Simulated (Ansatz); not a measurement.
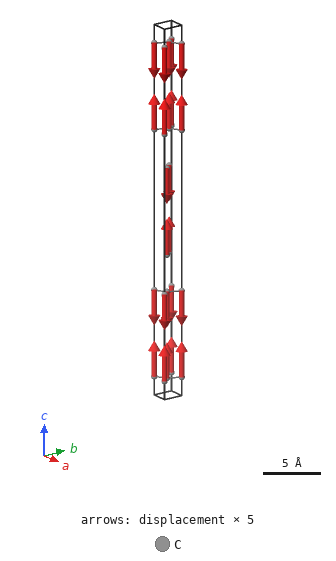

A relaxation of a crystal of C (set up in R-3m). The starting structure is drawn; red arrows show the displacements (the part carried along by the change of the cell is left out), 5 times their true length.

The picture is a ball-and-stick view of the conventional cell (3 times the calculation's cell), seen slightly off an axis. Lengths and directions refer to the drawn axes.

These are results of Ansatz, DFT PBE+D3(BJ), scalar-relativistic, plane waves, PAW, not measurements. Set-up: plane-wave cutoff 420 eV; k-point mesh 18 × 18 × 18; occupations gaussian; smearing width 0.1 eV; no spin polarisation; cell and atoms relaxed; force threshold 0.005 eV/Å; at most 80 steps.

Question: Describe the change and its energy.

Answer: The largest moves relative to the cell, 0.65 Å, are those of C atoms. The drawn cell changes as follows: a = b 2.460 → 2.465 Å (+0.2 %), c 33.450 → 20.804 Å (−37.8 %); the volume changes by −37.6 %. The space group stays R-3m (No. 166). Over 18 accepted moves (24 points after the start) the energy falls by 97.8 meV per cell of the calculation. The largest force component goes from 0.19 to 0.00015 eV/Å. The pressure goes from 1.14 to −0.02 GPa. The line search rejected the trial step at point 17 of the run. The SCF was repeated 5 times at an unchanged geometry on a basis and grid sized afresh for the cell, which shifted the energy by 8.1 meV per cell of the calculation at most. Cost: 3.4 min on 4 threads of Arm Neoverse V2, with other jobs on the host, peak memory 0.69 GiB.
